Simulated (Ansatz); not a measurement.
```xyz
8
Lattice="3.0584 0.0000 0.0000 -1.5292 2.6487 0.0000 0.0000 0.0000 10.0121" Properties=species:S:1:pos:R:3 pbc="T T T"
Si    1.5292    0.8829    9.3897
Si    0.0000    1.7658    4.3837
Si    0.0000    0.0000    6.8873
Si    0.0000    0.0000    1.8813
C     1.5292    0.8829    7.5072
C     0.0000    1.7658    2.5011
C     0.0000    0.0000    5.0106
C     0.0000    0.0000    0.0045
```

Space group P6₃mc; a structure from a database of computed crystals, not necessarily the ambient phase.

Theory: DFT LDA, scalar-relativistic, plane waves, PAW in Ansatz 0.2.0.

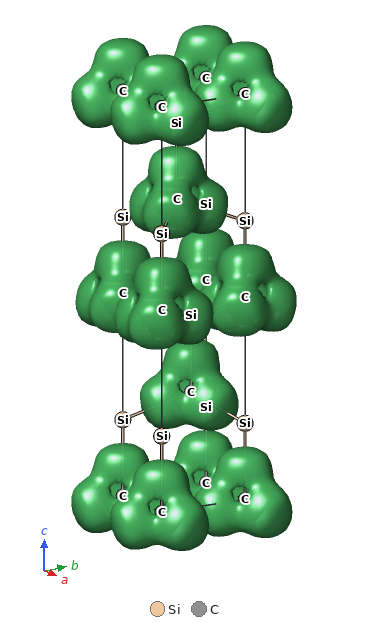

SiC. Isosurface of the electron localisation function at 0.7 (green), seen slightly off an axis. Core shells and regions of very low density are left out. Sticks mark near contacts.

Q: Identify the bonds, lone pairs and shells in this picture.

A: The surface consists of four regions on C in which the atom's valence shell and bonds are merged, counted in one cell of 8 atoms. Regions shared between cells count once. Profiles from the grid: Si–C (1.87 Å): the ELF peaks at about 0.95 between the atoms: a shared electron pair.

Q: Does the calculation give a band gap?

A: It is gapped, with a Kohn–Sham gap of 2.2 eV on the k-point mesh, an upper bound to the gap of this method.
